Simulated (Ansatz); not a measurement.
# Energy of WSe2 along a strain of the cell

System: WSe2 (P6₃/mmc, 6 atoms in the cell).
Method: DFT PBEsol+D3(BJ), scalar-relativistic, plane waves, PAW, no spin polarisation (Ansatz 0.2.0).

The 9 runs differ only in the geometry, by a strain of the cell at fixed fractional positions. Against run 5, the strain is εxx = η and εyy = η. The structure derives from an entry of the Crystallography Open Database.

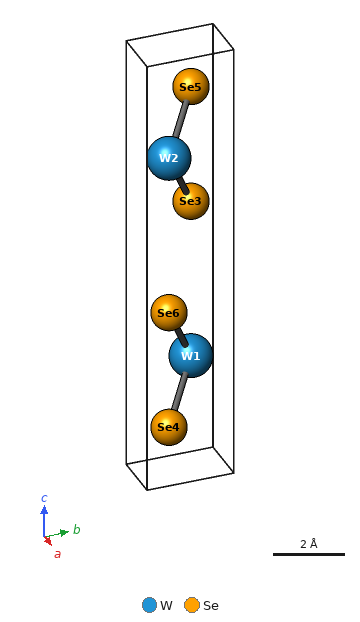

Figure 1. The structure of run 5 (ball-and-stick view of the cell of the calculation, seen slightly off an axis; atoms are numbered from 1 in the order of the input). An atom can appear more than once, as a periodic image.

### Input of run 5
```yaml
crystal:
  lattice:
    - [3.2627603397, 0.0, 0.0]
    - [-1.6313801698, 2.8256333407, 0.0]
    - [0.0, 0.0, 12.4145017028]
  atoms:
    - { symbol: W, position: [0.3333333333, 0.6666666667, 0.25] }
    - { symbol: W, position: [0.6666666667, 0.3333333333, 0.75] }
    - { symbol: Se, position: [0.3333333333, 0.6666666667, 0.6145805872] }
    - { symbol: Se, position: [0.6666666667, 0.3333333333, 0.1145805872] }
    - { symbol: Se, position: [0.3333333333, 0.6666666667, 0.8854194128] }
    - { symbol: Se, position: [0.6666666667, 0.3333333333, 0.3854194128] }
basis:
  ecutwfc: 420
kpoints:
  mp_grid: { grid: [12, 12, 4] }
hamiltonian:
  xc: pbesol
  dispersion: d3bj
scf:
  occupations: { method: gaussian, width: 0.05 }
output:
  forces: true
  stress: true
  eigenvalues: true
```

Command:
```bash
ansatz run input.yaml --threads 1 --pin off --max-ram 2560MiB --backend cpu --events-out ev --progress --plain --runs-dir out
```

Run 3 differs from it as follows:
```diff
-    - [3.2627603397, 0.0, 0.0]
-    - [-1.6313801698, 2.8256333407, 0.0]
+    - [3.1658466662, 0.0, 0.0]
+    - [-1.5829233331, 2.7417036375, 0.0]
```

### Results, with one run withheld

| run | strain parameter η (%) | free energy per atom, from the lowest run given (meV) | pressure (GPa) | gap on the mesh (eV) |
| --- | --- | --- | --- | --- |
| 1 | −4.9505 | 66.82 | 14.75 | 0.76 |
| 2 | −3.9604 | 34.83 | 10.51 | 0.74 |
| 3 | −2.9703 | ? | ? | ? |
| 4 | −1.9802 | 0.20 | 3.16 | 0.71 |
| 5 | 0.0000 | 0.00 | −2.88 | 0.71 |
| 6 | 0.9901 | 11.23 | −5.47 | 0.71 |
| 7 | 1.9802 | 29.26 | −7.82 | 0.72 |
| 8 | 2.4752 | 40.66 | −8.90 | 0.73 |
| 9 | 2.9703 | 53.57 | −9.92 | 0.73 |

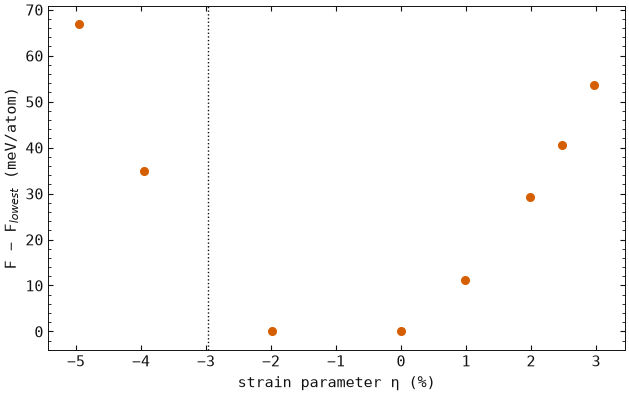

Figure 2. Free energy per atom of the runs given; the dotted line marks run 3.

Estimate the energy of run 3 from the others.

A cubic polynomial in the coordinate, fitted to the 8 runs given, misses them by at most 0.08 meV per atom. With x = η + 0.3094, it reads F = −2.0869 + 5.4134 x + 3.8688 x² − 0.10659 x³ (meV per atom). At run 3 it gives 12.91 meV per atom, and the run itself gives 12.87. The fit has its minimum at η = −0.9899 %. The gap on the mesh lies between 0.71 eV (run 5) and 0.76 eV (run 1); run 3 has 0.72 eV. These are gaps of this functional on this mesh, which can miss the band edges; they aren't the measured gap.

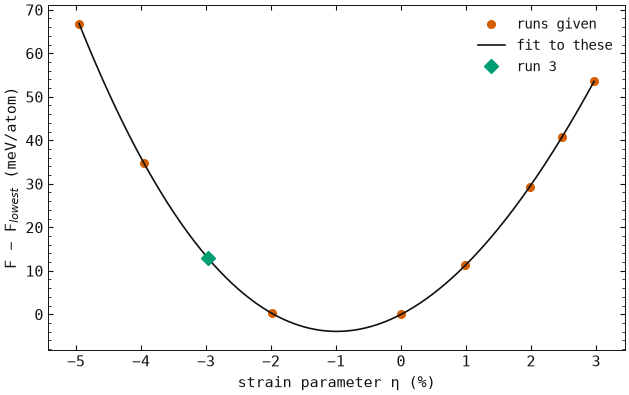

Figure 3. The fit and the withheld run.

### Output, shortened to warnings, some set-up lines, iterations and results (run 3)
```
Basis set: ecut = 420 eV, 2069 PW (Γ), exchange–correlation on 48×48×180 points (8 copies of the dense FFT grid, shifted against one another)
Symmetry: 24 space group operations
k-points: 57 of 576
Initial density: superposition of atomic densities (neutral atoms: chi_scale 0, normalization atom), corrected by the library's trained network
[...]
SCF iter   1: F=—  HF=-42216.178374 eV  |F-HF|=—  |Δ(HF+E_count)|=         —  Δρ=5.15e-3  dr2=1.24e-2  ethr=1.77e-3  ⟨swp⟩=6.1  Hψ=11416  notcnv=0  defer=6
SCF iter   2: F=—  HF=-42216.181361 eV  |F-HF|=—  |Δ(HF+E_count)|=   2.99e-3  Δρ=2.95e-3  dr2=3.99e-3  ethr=1.35e-5  ⟨swp⟩=3.0  Hψ=6571  notcnv=0  defer=24
SCF iter   3: F=—  HF=-42216.183382 eV  |F-HF|=—  |Δ(HF+E_count)|=   2.02e-3  Δρ=6.66e-4  dr2=3.74e-4  ethr=4.34e-6  ⟨swp⟩=2.0  Hψ=3834  notcnv=0  defer=8
SCF iter   4: F=—  HF=-42216.183415 eV  |F-HF|=—  |Δ(HF+E_count)|=   3.28e-5  Δρ=1.67e-4  dr2=7.32e-5  ethr=4.06e-7  ⟨swp⟩=2.0  Hψ=5464  notcnv=0  defer=8
SCF iter   5: F=—  HF=-42216.183415 eV  |F-HF|=—  |Δ(HF+E_count)|=   2.06e-8  Δρ=9.76e-5  dr2=8.29e-6  ethr=7.95e-8  ⟨swp⟩=2.0  Hψ=3613  notcnv=0  defer=8
SCF iter   6: F=—  HF=-42216.183419 eV  |F-HF|=—  |Δ(HF+E_count)|=   3.66e-6  Δρ=1.57e-5  dr2=2.73e-7  ethr=9.01e-9  ⟨swp⟩=2.0  Hψ=4064  notcnv=0  defer=8
SCF iter   7: F=-42216.183419 eV  HF=-42216.183419 eV  |F-HF|=9.57e-9  |Δ(HF+E_count)|=   1.52e-7  Δρ=3.62e-6  dr2=1.57e-8  ethr=1.09e-10  ⟨swp⟩=8.0  Hψ=10824  notcnv=0
SCF 1 converged in 7 iterations: F = -42216.183419 eV  dr2 = 1.57e-8
SCF converged after 7 iterations
Free energy (F): -42216.183419 eV
Harris-Foulkes:  -42216.183419 eV  (|F-HF|=9.57e-9)
Internal energy: -42216.183419 eV  (E = F + TS)
E sigma→0 (E₀):  -42216.183419 eV
Fermi energy:    15.455517 eV
--- Per-component energies (eV) ---
  E_band       = -1497.328432
  E_kinetic    = 1392.562862
  E_local      = -10298.481561  (includes V_loc(G=0)·N_el)
  E_nonlocal   = -2362.001196
  E_hartree    = 5017.669041
  E_xc         = -951.801676
  E_vxc        = -880.207081  (∫ρ·V_xc dr)
  E_paw        = -24344.546749  (= ΣΔE_a)
  E_vpaw       = 615.462464  (= ΣTr[D̂ρ^β])
  E_aug_tail   = -0.002422  (compensation charges beyond the density's cutoff)
  E_ewald      = -10671.078077
  E_disp       = -2.981027  (pairwise vdW)
  E_core_change = 4.477386  (= ΣΔE_core)
  E_smearing   = -0.000000  (= −TS)
  E_closure    = 0.000000  (closes the sum)
  Σ components = -42216.183419   (vs F -42216.183419, Δ=0.00e0)
--- Forces (eV/Å), atoms counted from 1 ---
  atom   1  W      0.00000000     0.00000000     0.00000000
  atom   2  W      0.00000000    -0.00000000    -0.00000000
  atom   3  Se     0.00000000     0.00000000    -0.47796039
  atom   4  Se     0.00000000    -0.00000000    -0.47796039
  atom   5  Se    -0.00000000     0.00000000     0.47796039
  atom   6  Se     0.00000000    -0.00000000     0.47796039
  max |Σ_I F_I| component: 1.11e-16 eV/Å
--- Stress (GPa, compression-positive) ---
        7.516141       0.000000      -0.000000
        0.000000       7.516141      -0.000000
       -0.000000      -0.000000       4.938782
  P = ⅓ Tr σ = 6.6570 GPa (66.570 kbar)
```

Notes: Spin–orbit coupling is left out, which matters for W.
